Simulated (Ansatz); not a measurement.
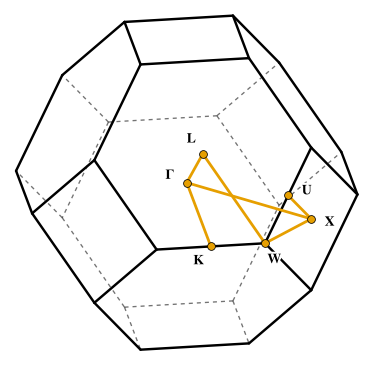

For Ta, coordinates from a relaxation with DFT, PBE, plane waves (420 eV) with PAW, scalar-relativistic (Ansatz); the starting structure was generated, so it need not be a known form of this composition: the figure shows the first Brillouin zone with its special points and a band path. The drawing is computed from the coordinates (standard cell, symmetry found to 0.002 Å).

Labels and path follow the convention of Hinuma et al. (2017), as computed by seekpath.

**Which Bravais lattice has this zone?**

A face-centred cubic lattice (cF; extended symbol cF2). The zone is a truncated octahedron in its combinatorial type: 14 faces (6 with 4 edges, 8 with 6 edges), 36 edges, 24 vertices.

**In which order does the conventional band path visit the special points?**

Γ–X–U | K–Γ–L–W–X
